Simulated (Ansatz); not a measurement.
## As: nudged elastic band (part 3 of 4)

As (defect cell, 15 atoms in the cell); DFT with PBE, PAW plane waves, no spin polarisation (Ansatz 0.2.0); cutoff 420 eV, 2×2×2 k-mesh, cold smearing of 0.15 eV. The structure derives from an entry of the Crystallography Open Database.

Geometry of the input (Å; fractional positions):
```
3.7243  6.4506  -0.0000
-3.7243  6.4506  -0.0000
0.0000  -4.3004  6.9652
As 0.1151  0.1132  0.3397
As 0.3857  0.3873  0.1639
As 0.1161  0.1138  0.8417
As 0.3850  0.3871  0.6626
As 0.1099  0.6088  0.3405
As 0.3831  0.8861  0.1576
As 0.1122  0.6097  0.8369
As 0.3853  0.8879  0.6573
As 0.6105  0.1124  0.3396
As 0.8833  0.3809  0.1556
As 0.6169  0.1109  0.8368
As 0.8868  0.3830  0.6588
As 0.6155  0.6141  0.3400
As 0.6149  0.6161  0.8396
As 0.8818  0.8876  0.6557
```

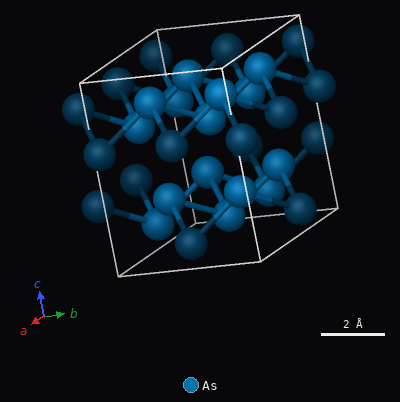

*The structure as given in the input (ball-and-stick view of the reduced cell, seen slightly off an axis; neighbours outside the cell are drawn fainter).*

```
WARN: NEB end point (image 0): the path dips 0.075436 eV below it before the top, so the barrier from the dip is that much higher. The path crosses a lower well, or the end point is a saddle point, which neb.relax_end_points tests for
WARN: NEB end point (image 6): the path dips 0.104602 eV below it before the top, so the barrier from the dip is that much higher. The path crosses a lower well, or the end point is a saddle point, which neb.relax_end_points tests for
SCF converged after 5 iterations
Stability not checked: this state was not tested for a lower state beside it, because cold or Methfessel-Paxton smearing, or corrected tetrahedra, fill the levels in a way that the test cannot read (fill_not_monotonic; see scf.lower_state_search)
Free energy (F): -72840.420413 eV
Harris-Foulkes:  -72840.420413 eV  (|F-HF|=5.74e-8)
Internal energy: -72840.426467 eV  (E = F + TS)
E sigma→0 (E₀):  -72840.422431 eV
Entropy (-TS):   0.006054 eV (0.404 meV/atom)
Fermi energy:    9.815676 eV
Step filling:    the computed levels leave a gap of 0.0921 eV = 0.6 smearing widths at the electron count; against every level under it full and every level over it empty, smearing changes F+E_penalty+E_count by +4.703 meV and its σ→0 estimate by +2.685 meV
--- Per-component energies (eV) ---
  E_band       = -3618.837841
  E_kinetic    = 1534.398444
  E_local      = -25931.249873  (includes V_loc(G=0)·N_el)
  E_nonlocal   = -10060.889122
  E_hartree    = 14264.865103
  E_xc         = -1186.831854
  E_vxc        = -1186.002180  (∫ρ·V_xc dr)
  E_paw        = -27518.531063  (= ΣΔE_a)
  E_vpaw       = 3495.172646  (= ΣTr[D̂ρ^β])
  E_aug_tail   = 0.000112  (compensation charges beyond the density's cutoff)
  E_ewald      = -23942.188212
  E_smearing   = 0.006054  (= −TS)
  E_closure    = 0.000000  (closes the sum)
  Σ components = -72840.420413   (vs F -72840.420413, Δ=0.00e0)
--- Forces (eV/Å), atoms counted from 1 ---
  atom   1  As     0.00122959    -0.00085961     0.00242731
  atom   2  As    -0.00074122     0.00168267    -0.00090662
  atom   3  As     0.00014078     0.00133249    -0.00136396
  atom   4  As    -0.00117174    -0.00135540     0.00041529
  atom   5  As    -0.00108701     0.00327376     0.00039443
  atom   6  As     0.00063519    -0.00182328     0.00019378
  atom   7  As     0.00110051    -0.00097057     0.00038888
  atom   8  As    -0.00003217     0.00126486     0.00056420
  atom   9  As     0.00178543     0.00157653     0.00156511
  atom  10  As    -0.00115010    -0.00205210     0.00027819
  atom  11  As    -0.00068277    -0.00045977    -0.00222382
  atom  12  As     0.00020697    -0.00016280    -0.00145467
  atom  13  As    -0.00092693    -0.00088300     0.00174340
  atom  14  As     0.00085906     0.00012376    -0.00143069
  atom  15  As    -0.00016096    -0.00069201    -0.00059983
  max |Σ_I F_I| component: 9.01e-6 eV/Å
--- Band table (eV; the first three rows and the last of 8) ---
  k-point 0: bands = ["-26.1847", "-26.1632", "-26.1537", "-26.1455", "-26.1433", "-26.1390", "-26.1384", "-26.1287", "-26.1256", "-26.1214", "-26.1190", "-26.1168", "-26.1146", "-26.1120", "-26.1092", "-26.1063", "-26.1054", "-26.1035", "-26.1028", "-26.0946", "-26.0923", "-26.0902", "-26.0891", "-26.0844", "-26.0813", "-26.0799", "-26.0770", "-26.0762", "-26.0738", "-26.0710", "-26.0699", "-26.0666", "-26.0588", "-26.0570", "-26.0526", "-26.0440", "-26.0424", "-26.0336", "-26.0306", "-26.0275", "-26.0259", "-26.0245", "-26.0180", "-26.0171", "-26.0045", "-26.0015", "-25.9926", "-25.9903", "-25.9861", "-25.9808", "-25.9806", "-25.9734", "-25.9723", "-25.9666", "-25.9639", "-25.9589", "-25.9579", "-25.9523", "-25.9467", "-25.9398", "-25.9376", "-25.9340", "-25.9292", "-25.9260", "-25.9238", "-25.9203", "-25.9147", "-25.8958", "-25.8884", "-25.8875", "-25.8856", "-25.8698", "-25.8552", "-25.8394", "-25.8330", "-4.6995", "-3.2941", "-2.2107", "-2.0840", "-1.9401", "-1.7865", "-1.7279", "-1.4348", "-1.0423", "-0.3720", "-0.2110", "0.2694", "0.5688", "1.0604", "2.9600", "4.2601", "4.4346", "4.5155", "5.7212", "6.2385", "6.3134", "6.4520", "6.5723", "6.7139", "6.8965", "7.4357", "7.4837", "7.6681", "7.9148", "8.2317", "8.2998", "8.4097", "8.5868", "8.6797", "9.2246", "9.4977", "9.6676", "9.8762", "9.9680", "10.3462", "10.4257", "10.9229", "11.0320", "11.0971", "11.2860", "11.2917", "11.6200", "11.6268", "11.8795", "11.9780", "12.0787", "12.3372", "12.5382", "12.8865", "13.4278", "13.8272", "14.0906", "15.9562", "16.1395", "16.4228"]
  k-point 1: bands = ["-26.1834", "-26.1649", "-26.1529", "-26.1435", "-26.1429", "-26.1415", "-26.1382", "-26.1299", "-26.1250", "-26.1213", "-26.1194", "-26.1161", "-26.1153", "-26.1119", "-26.1091", "-26.1063", "-26.1051", "-26.1041", "-26.1027", "-26.0944", "-26.0930", "-26.0903", "-26.0896", "-26.0852", "-26.0823", "-26.0803", "-26.0762", "-26.0749", "-26.0738", "-26.0705", "-26.0698", "-26.0666", "-26.0586", "-26.0570", "-26.0526", "-26.0442", "-26.0426", "-26.0338", "-26.0306", "-26.0271", "-26.0251", "-26.0245", "-26.0182", "-26.0172", "-26.0045", "-26.0015", "-25.9923", "-25.9901", "-25.9861", "-25.9809", "-25.9805", "-25.9734", "-25.9720", "-25.9657", "-25.9651", "-25.9590", "-25.9579", "-25.9523", "-25.9473", "-25.9404", "-25.9365", "-25.9337", "-25.9293", "-25.9258", "-25.9238", "-25.9203", "-25.9149", "-25.8958", "-25.8885", "-25.8875", "-25.8856", "-25.8699", "-25.8552", "-25.8394", "-25.8330", "-4.2920", "-4.0123", "-2.3275", "-2.0982", "-2.0646", "-1.8937", "-1.5616", "-1.3154", "-0.5148", "-0.1966", "-0.0398", "0.1634", "0.7045", "1.3544", "1.9974", "4.8225", "4.9647", "5.2493", "5.2774", "5.5347", "5.7466", "6.3718", "6.7368", "6.8016", "6.8619", "6.9124", "7.0700", "7.2270", "7.3909", "7.6622", "7.8224", "7.8645", "8.3902", "8.5314", "8.5722", "8.6636", "9.6708", "10.0933", "10.8509", "11.2913", "11.4152", "11.8843", "12.0549", "12.1225", "12.2006", "12.3443", "12.4105", "12.5748", "12.6401", "12.8142", "12.9800", "13.4544", "13.4742", "13.5386", "13.7875", "13.9421", "13.9564", "14.2290", "14.2494", "14.5341"]
  k-point 2: bands = ["-26.1821", "-26.1633", "-26.1554", "-26.1446", "-26.1421", "-26.1398", "-26.1368", "-26.1307", "-26.1256", "-26.1221", "-26.1177", "-26.1158", "-26.1148", "-26.1137", "-26.1105", "-26.1087", "-26.1053", "-26.1040", "-26.1015", "-26.0953", "-26.0920", "-26.0908", "-26.0893", "-26.0878", "-26.0858", "-26.0811", "-26.0748", "-26.0734", "-26.0722", "-26.0716", "-26.0692", "-26.0679", "-26.0586", "-26.0562", "-26.0512", "-26.0447", "-26.0416", "-26.0337", "-26.0307", "-26.0268", "-26.0253", "-26.0197", "-26.0164", "-26.0128", "-26.0098", "-26.0040", "-25.9917", "-25.9900", "-25.9861", "-25.9807", "-25.9796", "-25.9731", "-25.9715", "-25.9670", "-25.9661", "-25.9590", "-25.9579", "-25.9525", "-25.9463", "-25.9402", "-25.9364", "-25.9347", "-25.9304", "-25.9266", "-25.9237", "-25.9211", "-25.9142", "-25.8949", "-25.8885", "-25.8857", "-25.8855", "-25.8709", "-25.8553", "-25.8406", "-25.8328", "-3.9689", "-3.7858", "-2.8590", "-2.6128", "-2.3899", "-2.1963", "-1.9510", "-1.0385", "-0.0752", "0.2422", "0.4047", "0.7038", "0.8159", "1.5713", "2.4263", "4.7620", "4.7943", "4.9551", "5.1284", "5.3415", "5.5213", "5.7887", "6.3492", "6.7034", "6.8455", "7.0522", "7.1705", "7.2050", "7.4440", "7.4827", "7.4884", "7.8146", "7.9214", "7.9476", "8.5278", "8.7494", "9.2463", "9.7437", "10.2166", "11.0400", "11.7734", "11.8801", "12.3058", "12.4069", "12.5123", "12.7186", "12.8718", "13.1333", "13.4434", "13.4694", "13.5232", "13.5549", "13.7025", "13.7496", "13.8188", "14.3798", "14.4922", "14.5574", "14.8813", "15.1865"]
  k-point 7: bands = ["-26.1821", "-26.1634", "-26.1553", "-26.1449", "-26.1419", "-26.1405", "-26.1359", "-26.1315", "-26.1260", "-26.1224", "-26.1172", "-26.1157", "-26.1149", "-26.1113", "-26.1109", "-26.1090", "-26.1053", "-26.1040", "-26.1019", "-26.0957", "-26.0922", "-26.0913", "-26.0902", "-26.0883", "-26.0857", "-26.0805", "-26.0749", "-26.0743", "-26.0714", "-26.0697", "-26.0664", "-26.0655", "-26.0583", "-26.0569", "-26.0528", "-26.0487", "-26.0421", "-26.0339", "-26.0302", "-26.0265", "-26.0254", "-26.0187", "-26.0180", "-26.0150", "-26.0054", "-26.0044", "-25.9917", "-25.9888", "-25.9860", "-25.9806", "-25.9799", "-25.9732", "-25.9725", "-25.9677", "-25.9659", "-25.9591", "-25.9580", "-25.9531", "-25.9471", "-25.9400", "-25.9356", "-25.9349", "-25.9305", "-25.9259", "-25.9235", "-25.9202", "-25.9150", "-25.8949", "-25.8883", "-25.8858", "-25.8854", "-25.8709", "-25.8553", "-25.8406", "-25.8328", "-3.9663", "-3.8378", "-2.8752", "-2.6596", "-2.2906", "-2.0423", "-1.7371", "-1.3957", "-0.0231", "0.1081", "0.3632", "0.5895", "0.9253", "1.6285", "2.3750", "4.8476", "4.9455", "5.0256", "5.1545", "5.3487", "5.5355", "5.8536", "6.3773", "6.5447", "6.7077", "7.0471", "7.1774", "7.3192", "7.3653", "7.4674", "7.6067", "7.8270", "8.0125", "8.1888", "8.3191", "8.7288", "9.0872", "9.4871", "10.2159", "11.1741", "11.4929", "12.0522", "12.1295", "12.4408", "12.5945", "12.6681", "12.8750", "12.9684", "13.1700", "13.3744", "13.5767", "13.5864", "13.7655", "13.7760", "13.9694", "14.2075", "14.5311", "14.7539", "14.9974", "15.3829"]
this run last wrote the band of iteration 36 to [file]
--- NEB band (7 images, 36 band iterations, 1138 SCF iterations, 90 more in tests of the images' electronic states and relaxations of end points) ---
  forward barrier  = 0.101953 eV
  backward barrier = 0.102028 eV
  lagrangian_above_aufbau_ev (what the smearing adds, to first order; not taken off the barriers): saddle image +0.004703 eV, end points -0.011766 and -0.014249 eV
  climbing image's point = of an order that was not read
  energies are F+E_penalty+E_count in eV, relative to image 0
  image     s (Å)  Δ vs image 0  max|band force component| (eV/Å)
      0    0.0000      0.000000                                 —
      1    0.9720      0.005544                          3.543e-2
      2    1.9440     -0.075436                          2.530e-2
  *   3    2.9202      0.101953                          2.876e-3
      4    3.7046     -0.104677                          2.576e-3
      5    4.4890      0.022624                          5.561e-4
      6    5.2734     -0.000075                                 —
  climbing-image geometry (image 3):
  cell:  # Å, volume = 334.6661 Å³
    - [3.72428252, 6.45064655, -6.2e-7]
    - [-3.72428252, 6.45064655, -6.2e-7]
    - [0.0, -4.30043037, 6.96523641]
  atoms:
    - { symbol: As, position: [0.08619141081658177, 0.08813056945594397, 0.32175040405743915] }
    - { symbol: As, position: [0.3684610148914227, 0.404587324133062, 0.1676836211119952] }
    - { symbol: As, position: [0.11741358708253158, 0.11229942926858105, 0.8411087321032945] }
    - { symbol: As, position: [0.3904667793444988, 0.3689171957142011, 0.6364002068240856] }
    - { symbol: As, position: [0.04757632038043541, 0.726984096340908, 0.25419951475719094] }
    - { symbol: As, position: [0.3820136798406457, 0.8976447876040172, 0.16655776421184604] }
    - { symbol: As, position: [0.1092513383856605, 0.6188133213639307, 0.8506067899769746] }
    - { symbol: As, position: [0.38358964748182156, 0.8850693830709352, 0.6507632107526916] }
    - { symbol: As, position: [0.5897567254080681, 0.14121236312564128, 0.3567853318614216] }
    - { symbol: As, position: [0.8876437098552343, 0.3783263701387077, 0.1489270332460236] }
    - { symbol: As, position: [0.619648798923139, 0.1286453119425827, 0.8500858333656983] }
    - { symbol: As, position: [0.8901218617688399, 0.3870250435284954, 0.6588342936411329] }
    - { symbol: As, position: [0.6194190810805734, 0.6091883262181818, 0.33443298215801426] }
    - { symbol: As, position: [0.6118865549392429, 0.606517362753118, 0.8381978331461145] }
    - { symbol: As, position: [0.885673714801304, 0.8860630103416928, 0.6598480437860755] }
```

The last band as extended XYZ (Å, eV, eV/Å)
```
15
Lattice="3.7243 6.4506 -0.0000 -3.7243 6.4506 -0.0000 0.0000 -4.3004 6.9652" Properties=species:S:1:pos:R:3:forces:R:3 image=0 energy=-72840.52237
As    0.0029   -0.1625    2.3123    0.0022   0.0002   0.0014
As    0.0069    4.2577    1.1932   -0.0033   0.0006  -0.0023
As   -0.0022   -2.1597    5.8917   -0.0005   0.0021  -0.0017
As   -0.0089    2.1340    4.3805   -0.0010  -0.0001  -0.0021
As   -2.0005    3.3033    2.3087    0.0002   0.0014   0.0022
As   -1.8898    7.5425    1.1931    0.0008  -0.0032  -0.0014
As   -1.8374    1.0802    5.8497    0.0011   0.0014  -0.0015
As   -1.8692    5.3628    4.5866   -0.0011  -0.0019   0.0016
As    2.0267    3.3133    2.3003    0.0009   0.0001   0.0025
As    1.8945    7.5390    1.1915   -0.0017  -0.0014  -0.0028
As    1.8304    1.0822    5.8451    0.0014   0.0008   0.0011
As    1.8625    5.3612    4.5853    0.0040  -0.0037   0.0027
As    0.0014    6.4441    2.4431   -0.0001   0.0017   0.0009
As   -0.0034    4.2550    5.8448    0.0013   0.0019  -0.0006
As   -0.0027    8.5967    4.5848   -0.0041  -0.0002   0.0000
15
Lattice="3.7243 6.4506 -0.0000 -3.7243 6.4506 -0.0000 0.0000 -4.3004 6.9652" Properties=species:S:1:pos:R:3:forces:R:3 image=1 energy=-72840.51682
As   -0.0216   -0.0677    2.4426    0.0127   0.0305  -0.0038
As   -0.0272    4.2480    1.1937   -0.0224  -0.0068  -0.0006
As    0.0197   -2.1645    5.8921    0.0114  -0.0018   0.0084
As    0.1226    2.0856    4.4216    0.0040  -0.0238  -0.0025
As   -2.4074    3.5391    1.5295   -0.0080   0.0516  -0.0541
As   -1.8892    7.5348    1.2027   -0.0243  -0.0219   0.0103
As   -1.8267    1.0608    5.9173    0.0086  -0.0053   0.0017
As   -1.8379    5.3687    4.5882    0.0033  -0.0052   0.0019
As    1.8664    3.2444    2.4635   -0.0032   0.0045   0.0147
As    1.8928    7.5711    1.2012    0.0165  -0.0259  -0.0131
As    1.8786    1.0640    5.8887    0.0055  -0.0015   0.0155
As    1.8767    5.3688    4.6411   -0.0199   0.0008   0.0150
As    0.0039    6.4475    2.4172   -0.0022  -0.0076   0.0052
As    0.0236    4.2615    5.9045    0.0178   0.0192   0.0031
As    0.0224    8.5760    4.5978    0.0004  -0.0068  -0.0018
15
Lattice="3.7243 6.4506 -0.0000 -3.7243 6.4506 -0.0000 0.0000 -4.3004 6.9652" Properties=species:S:1:pos:R:3:forces:R:3 image=2 energy=-72840.59780
As   -0.0927   -0.0400    2.1783    0.0074  -0.0609  -0.0086
As    0.1595    4.2807    1.1810   -0.0491  -0.0114   0.0076
As    0.0172   -2.1494    5.8255    0.0000  -0.0035   0.0125
As    0.0251    2.1153    4.2777    0.0042   0.0154   0.0327
As   -2.1631    3.6204    1.6540   -0.0616   0.1055   0.0425
As   -1.9036    7.6206    1.1551    0.0070  -0.0327  -0.0027
As   -2.1109    0.8125    6.4162    0.0444   0.0454  -0.0800
As   -1.8863    5.4081    4.4638    0.0173  -0.0166   0.0156
As    1.7529    3.1319    2.7973   -0.0267   0.0098  -0.0371
As    1.8444    7.6380    0.9792    0.0116  -0.0527  -0.0033
As    1.7876    1.1108    5.7796    0.0183   0.0275   0.0313
As    1.8724    5.4804    4.6424   -0.0035  -0.0243  -0.0108
As    0.0255    6.5302    2.3349    0.0183  -0.0050  -0.0050
As   -0.0211    4.2647    5.6991    0.0149  -0.0029   0.0154
As    0.0754    8.5019    4.7090   -0.0026   0.0064  -0.0100
15
Lattice="3.7243 6.4506 -0.0000 -3.7243 6.4506 -0.0000 0.0000 -4.3004 6.9652" Properties=species:S:1:pos:R:3:forces:R:3 image=3 energy=-72840.42041
As   -0.0072   -0.2592    2.2411    0.0012  -0.0009   0.0024
As   -0.1345    4.2656    1.1680   -0.0007   0.0017  -0.0009
As    0.0190   -2.1353    5.8585    0.0001   0.0013  -0.0014
As    0.0803    2.1617    4.4327   -0.0012  -0.0014   0.0004
As   -2.5303    3.9032    1.7706   -0.0011   0.0033   0.0004
As   -1.9204    7.5384    1.1601    0.0006  -0.0018   0.0002
As   -1.8978    1.0385    5.9247    0.0011  -0.0010   0.0004
As   -1.8677    5.3851    4.5327    0.0000   0.0013   0.0006
As    1.6705    3.1809    2.4851    0.0018   0.0016   0.0016
As    1.8968    7.5259    1.0373   -0.0011  -0.0021   0.0003
As    1.8286    1.1712    5.9210   -0.0007  -0.0005  -0.0022
As    1.8737    5.4052    4.5889    0.0002  -0.0002  -0.0015
As    0.0381    6.4871    2.3294   -0.0009  -0.0009   0.0017
As    0.0200    4.2549    5.8382    0.0009   0.0001  -0.0014
As   -0.0014    8.5912    4.5960   -0.0002  -0.0007  -0.0006
15
Lattice="3.7243 6.4506 -0.0000 -3.7243 6.4506 -0.0000 0.0000 -4.3004 6.9652" Properties=species:S:1:pos:R:3:forces:R:3 image=4 energy=-72840.62704
As    0.0019   -0.0329    2.2975   -0.0001   0.0029   0.0025
As   -0.1650    4.1918    1.1864    0.0008   0.0007   0.0013
As   -0.0141   -2.1164    5.8196    0.0003  -0.0007  -0.0020
As    0.0405    2.1545    4.5322    0.0008  -0.0007   0.0021
As   -2.7682    4.0984    2.1431   -0.0073   0.0009   0.0039
As   -1.8471    7.5957    1.0981    0.0021   0.0005   0.0003
As   -1.8537    1.0905    5.8685    0.0000   0.0002  -0.0021
As   -1.9275    5.2362    4.3457   -0.0003   0.0009  -0.0028
As    1.8920    3.3022    2.3361    0.0036   0.0013  -0.0022
As    1.8969    7.2872    0.8273   -0.0010  -0.0038  -0.0024
As    1.7868    1.1490    6.0326    0.0016   0.0000   0.0009
As    1.8345    5.4021    4.5364    0.0004   0.0008  -0.0006
As    0.0287    6.4273    2.2807    0.0002  -0.0008   0.0013
As   -0.0780    4.3172    5.7618    0.0002  -0.0002   0.0000
As   -0.0744    8.5998    4.6094   -0.0011  -0.0020  -0.0002
```
